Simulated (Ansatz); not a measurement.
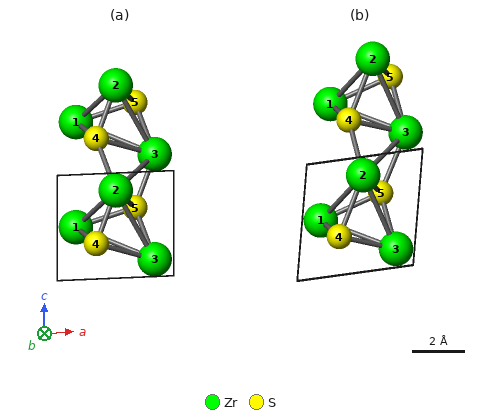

The structure of crystalline Zr₃S₂ (set up in P1) before (left) and after (right) a relaxation, at one scale.

A ball-and-stick model of the cell of the calculation, repeated 1 × 1 × 2 with one cell outlined, seen along the b axis.

Case: cell sheared at random, sigma 0.06, atoms nudged by 0.01 Å; relaxed back.

All numbers below come from DFT PBEsol, scalar-relativistic, plane waves, PAW in Ansatz 0.2.0.

Input file:
```yaml
crystal:
  lattice:
    - [2.7834112168, 2.0643508177, 3.301938262]
    - [-3.0755950078, 1.7493337762, 3.6973082759]
    - [-0.4189046561, -3.0301594477, 3.1223433625]
  atoms:
    - { symbol: Zr, position: [0.1607362864, 0.8368042244, 0.5010444385] }
    - { symbol: Zr, position: [0.5019432759, 0.1646869859, 0.8340027433] }
    - { symbol: Zr, position: [0.8354591337, 0.5066390698, 0.1640161785] }
    - { symbol: S, position: [0.3354848227, 0.3333959907, 0.3364529436] }
    - { symbol: S, position: [0.6663764813, 0.6584737292, 0.6644836961] }
basis:
  ecutwfc: 420
kpoints:
  mp_grid: { grid: [12, 12, 12] }
hamiltonian:
  xc: pbesol
scf:
  occupations: { method: gaussian, width: 0.15 }
output:
  forces: true
  stress: true
  eigenvalues: true
relax:
  adjacent_minimum: "off"
  f_tol: 0.01
  max_steps: 80
  cell: { stress_tol: 0.1 }
```

Run as
```bash
ansatz run input.yaml --threads 2 --pin off --max-ram 5120MiB --backend cpu --events-out ev --progress --plain --runs-dir out
```

### What changed between the two?

The run was cut off at its time limit before the program reported convergence, but its last step already meets the force threshold: the largest component is 0.0036 eV/Å against 0.01 eV/Å. The pressure is within 0.01 GPa of its target. Zr3 moves most relative to the cell: 0.034 Å along [1 −3 −1]. By element the largest moves are Zr 0.034 Å, S 0.030 Å. The volume changes by +1.4 %, with a 4.787 → 4.768 Å (−0.4 %), b 5.118 → 4.769 Å (−6.8 %), c 4.371 → 4.769 Å (+9.1 %), α 70.3° → 73.8°, β 82.1° → 73.8°, γ 72.8° → 73.8°. Among the contacts that change: Zr2–S4 2.217 → 2.578 Å, Zr3–S5 2.236 → 2.569 Å, Zr2–Zr3 3.527 → 3.282 Å, Zr2–S5 2.793 → 2.569 Å. Among the angles between lasting bonds that change: Zr2–S4–Zr3 89.9° → 79.4°, Zr1–S5–Zr3 91.5° → 81.2°, Zr1–S5–Zr3 128.7° → 136.8°. The space group (tolerance 0.01 Å) goes from P1 (No. 1) to R32 (No. 155). Over 5 accepted moves (6 points after the start) the energy falls by 324 meV per atom. Largest force component: 2.9 eV/Å at the start, 0.0036 eV/Å at the end. The pressure goes from 8.27 to 0.01 GPa. At 1 point the geometry stayed and the basis and grid were re-selected for the new cell (energy shift of 1.0 meV per atom at most each time). The run took 17 min on 2 threads of Arm Neoverse V1 (shared host), peak memory 2 GiB.
